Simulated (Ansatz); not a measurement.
# Be2Se: what the fields show

The calculation's input:

```
crystal:
  lattice:
    - [3.4646453002, 0.0, 0.0]
    - [0.0, 3.4646453002, 0.0]
    - [0.0, 0.0, 11.3075687367]
  atoms:
    - { symbol: Be, position: [0.5, 0.0, 0.6430645695] }
    - { symbol: Be, position: [0.0, 0.0, 0.5] }
    - { symbol: Be, position: [0.0, 0.5, 0.3569354305] }
    - { symbol: Be, position: [0.5, 0.5, 0.5] }
    - { symbol: Be, position: [0.5, 0.0, 0.1190303606] }
    - { symbol: Be, position: [0.0, 0.5, 0.8809696394] }
    - { symbol: Se, position: [0.5, 0.5, 0.7612813433] }
    - { symbol: Se, position: [0.5, 0.5, 0.2387186567] }
    - { symbol: Se, position: [0.0, 0.0, 0.0] }
basis:
  ecutwfc: 420
kpoints:
  mp_grid: { grid: [10, 10, 4] }
hamiltonian:
  xc: pbe
scf:
  occupations: { method: gaussian, width: 0.1 }
output:
  forces: true
  stress: true
  eigenvalues: true
  write_density: true
  write_potential: true
  elf: true
  volumetric_format: npy
relax:
  adjacent_minimum: "off"
  f_tol: 0.01
  max_steps: 80
  cell: { stress_tol: 0.05 }
```

Run with:

```sh
ansatz run input.yaml --threads 1 --pin off --max-ram 2560MiB --backend cpu --events-out ev --progress --plain --runs-dir out
```

Below, planes, directions and counts refer to the conventional cell (a = 3.46 Å, b = 3.46 Å, c = 11.32 Å, α = 90.00°, β = 90.00°, γ = 90.00°).

The fields are those of the run's last geometry, not of the input's.

Space group P-4m2; a generated structure, not necessarily the stable one.

Computed with Ansatz 0.2.0, DFT PBE, scalar-relativistic, plane waves, PAW.

The density is the valence pseudo-density of a PAW calculation; it isn't the true density close to the nuclei.

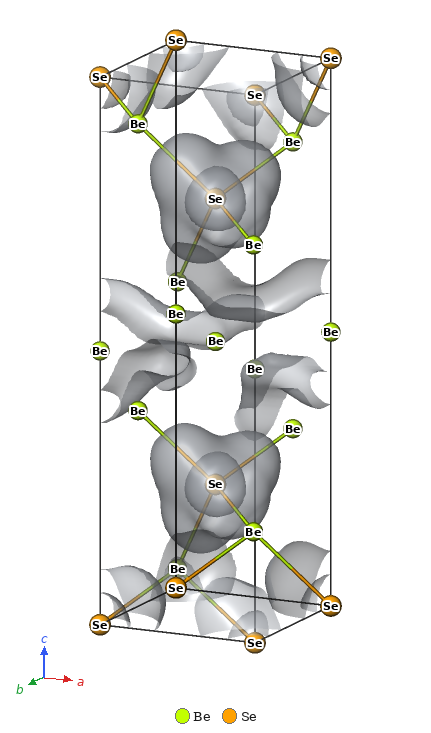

Figure 1. Isosurface of the electron localisation function at 0.7 (grey), seen at an oblique angle. Only the valence region is drawn (cores and ρ < 0.01 e/Å³ removed). Sticks mark near contacts.

Describe the localisation domains.

The surface consists of three regions wrapped around Se (the valence shell of each) and channels that run through the cell in one direction, counted in one cell of 9 atoms. Any copies at cell faces, edges or corners count once. Profiles from the grid: Be–Se (2.19 Å): the ELF peaks at about 0.90 between the atoms.

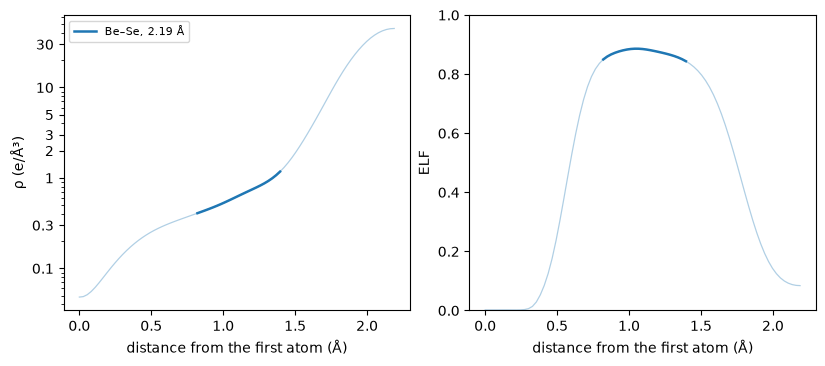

Figure 2. Valence charge density (pseudo) and ELF along straight lines between neighbouring atoms. Thin, pale parts lie inside the atomic spheres.

What can be read from the curves?

Be–Se (2.19 Å): the density is about 0.62 e/Å³ at the midpoint; the ELF peaks at about 0.90 between the atoms.

Does the calculation make it a metal, or give it a gap?

It is metallic or semimetallic at this level of theory: no gap opens.
